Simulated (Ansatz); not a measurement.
```xyz
21
Lattice="0.0738 0.0027 6.0967 4.4437 -4.4316 0.0507 4.5089 4.4968 0.0544" Properties=species:S:1:pos:R:3 pbc="T T T"
Ir    8.8452    0.1339    0.2174
Ir    4.5666   -4.1299    2.9078
Ir    4.4505    0.0412    0.1237
Ir    4.6083   -0.1041    2.9650
Ir    6.3422   -2.1012    1.8664
Ir    2.3333    2.2686    4.6048
Ir    2.5928   -2.5654    1.5115
Ir    6.7486    2.3111    4.6134
O     5.7066   -2.9599    0.1720
O     5.9168    1.3454    0.0970
O     6.0170    1.2667    3.0543
O     5.3906   -0.8459    4.6331
O     0.8700   -0.7851    1.5047
O     0.8929   -0.7405    4.5200
O     7.4121   -1.2238    0.2515
O     7.5555   -1.3136    3.1390
O     3.2082   -1.3835    6.1253
O     3.1849   -1.4276    2.9877
O     3.6217    0.8752    1.6160
O     3.6627    0.8600    4.5725
O     3.6695   -3.4825    4.5728
```

Space group P1; a generated structure, not necessarily the stable one; not relaxed (largest force 0.4 eV/Å); computed without spin polarisation.

These are results of DFT PBE, scalar-relativistic, plane waves, PAW in Ansatz 0.2.0, not measurements.

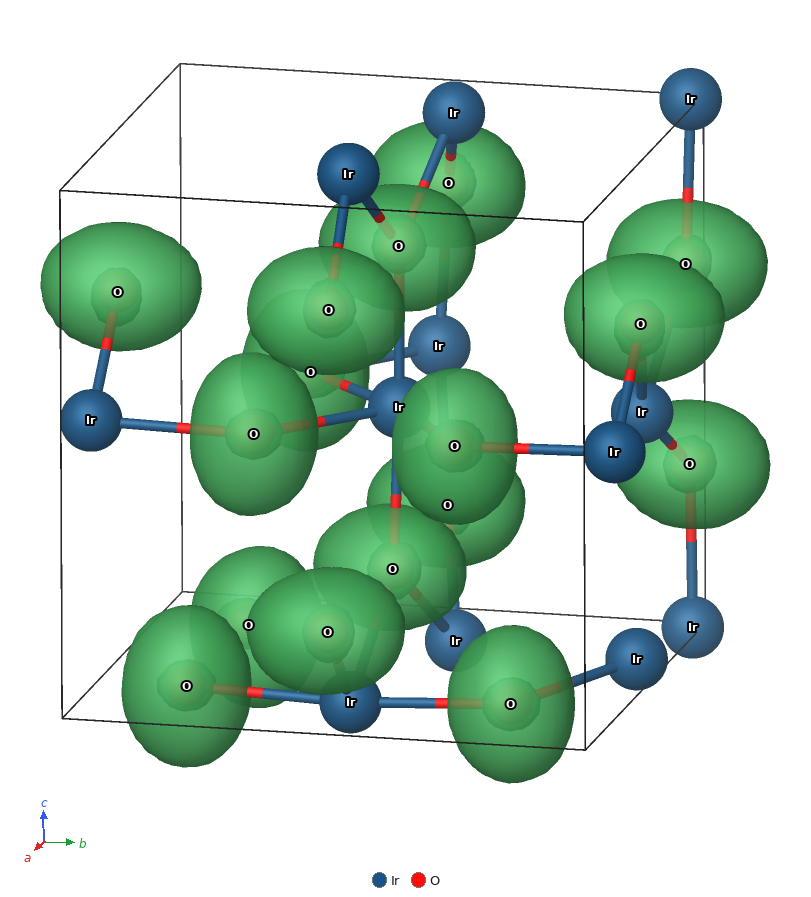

Ir$_{8}$O$_{13}$. Isosurface of the ELF at 0.65 (green), seen slightly off an axis. Only the valence region is drawn (cores and ρ < 0.01 e/Å³ removed). Sticks mark near contacts.

Describe the localisation domains.

The surface consists of 13 regions wrapped around O (the valence shell of each), counted in one cell of 21 atoms. Regions shared between cells count once. Profiles from the grid: Ir–O (1.89 Å): the ELF peaks at about 0.80 in the valence shell of O, 0.6 Å from its nucleus, and is about 0.25 at the midpoint (no shared electron pair shows on this line). Ir–O (1.93 Å): the ELF peaks at about 0.85 in the valence shell of O, 0.6 Å from its nucleus, and is about 0.20 at the midpoint: no shared electron pair shows on this line.
